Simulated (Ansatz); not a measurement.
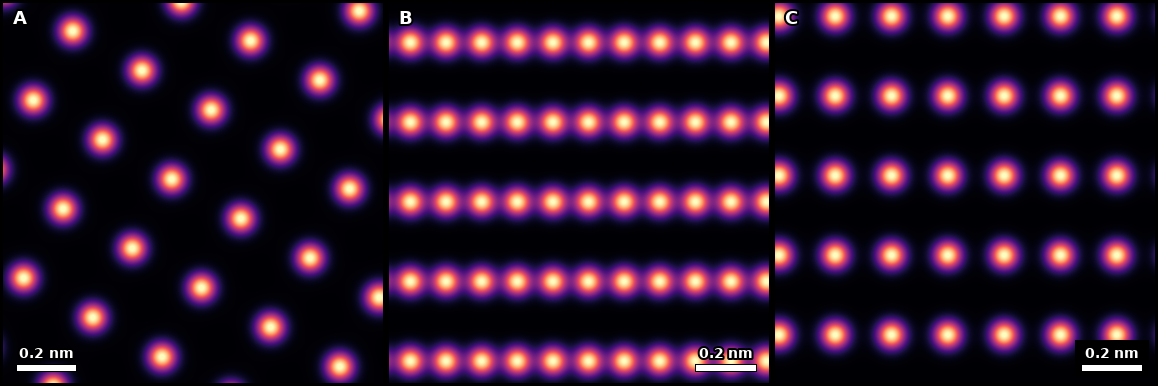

Three views of Ta (Pm-3m, No. 221) along different zone axes. The image is simulated as a sum over atoms of Z^1.7, blurred by a 0.77 Å probe (no channelling). The probe carries 15 % of its weight in a tail 2.5 times as wide. Structure: the geometry given to an electronic-structure calculation, possibly off equilibrium; the starting structure was generated, so it need not be a known form of this composition.

```cif
data_structure
_symmetry_space_group_name_H-M 'Pm-3m'
_symmetry_Int_Tables_number 221
_cell_length_a 2.7249
_cell_length_b 2.7249
_cell_length_c 2.7249
_cell_angle_alpha 90.000
_cell_angle_beta 90.000
_cell_angle_gamma 90.000
_cell_volume 20.23
loop_
_atom_site_label
_atom_site_type_symbol
_atom_site_symmetry_multiplicity
_atom_site_Wyckoff_symbol
_atom_site_fract_x
_atom_site_fract_y
_atom_site_fract_z
_atom_site_occupancy
Ta1 Ta 1 a 0.00000 0.00000 0.00000 1
```

Match the panels to the zone axes [001], [110] and [210].

Answer. A is [001]: projected cell 2.72 × 2.72 Å, 90°, plane group p4mm. B is [210]: projected cell 1.22 × 2.72 Å, 90°, plane group p2mm. C is [110]: projected cell 1.93 × 2.72 Å, 90°, plane group p2mm.
